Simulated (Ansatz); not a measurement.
MoS$_{2}$

```
CELL_PARAMETERS angstrom
3.12523 0.00000 0.00000
-1.56261 2.70653 0.00000
0.00000 0.00000 11.68426
ATOMIC_POSITIONS crystal
Mo 0.33333 0.66667 0.25000
Mo 0.66667 0.33333 0.75000
S 0.33333 0.66667 0.61681
S 0.66667 0.33333 0.11681
S 0.33333 0.66667 0.88319
S 0.66667 0.33333 0.38319
```

Space group P6₃/mmc; computed pressure about 6 GPa in this cell; computed without spin polarisation.

Theory: Ansatz 0.2.0, DFT r2SCAN+D3(BJ), scalar-relativistic, plane waves, PAW.

In a PAW calculation such maps are meaningful between the atoms, not at the nuclei.

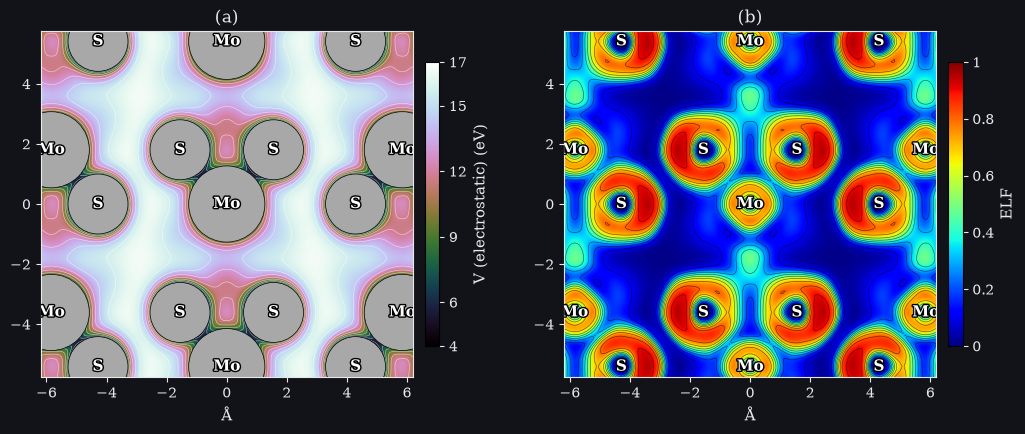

Figure 1. (a) electrostatic potential (local pseudopotential plus Hartree) felt by an electron; (b) ELF on the (110) plane of the conventional cell. Grey discs cover the atomic cores in the potential map.

Q: Read the bonding off the picture.

A: The plane passes through Mo and S nuclei. Mo–S (2.38 Å): the ELF peaks at about 0.85 in the valence shell of S, 0.8 Å from its nucleus, and is about 0.45 at the midpoint. The features right at Mo lie inside the PAW spheres, where the map follows smoothed inner orbitals and isn't to be read closely. Outside the cores the potential energy rises away from the atoms and is highest about 2.2 Å from the nearest atoms; its zero is arbitrary.

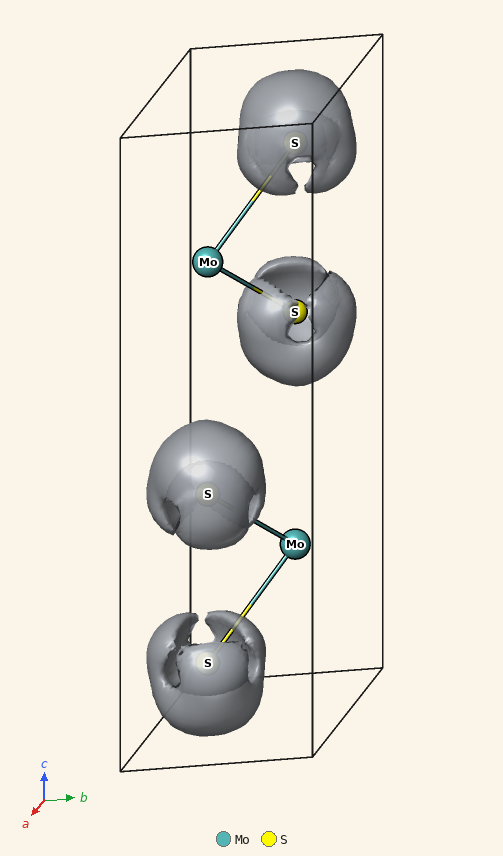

Figure 2. Isosurface of the electron localisation function at 0.8 (grey), seen at an oblique angle. Core shells and regions of very low density are left out. Sticks mark near contacts.

Q: Where are the electrons localised?

A: The surface consists of four regions wrapped around S (the valence shell of each), counted in one cell of 6 atoms. Regions shared between cells count once.

Q: Does the calculation make it a metal, or give it a gap?

A: It is gapped, with a Kohn–Sham gap of 0.68 eV on the k-point mesh (the band edges may lie off the mesh, which would make the gap smaller).
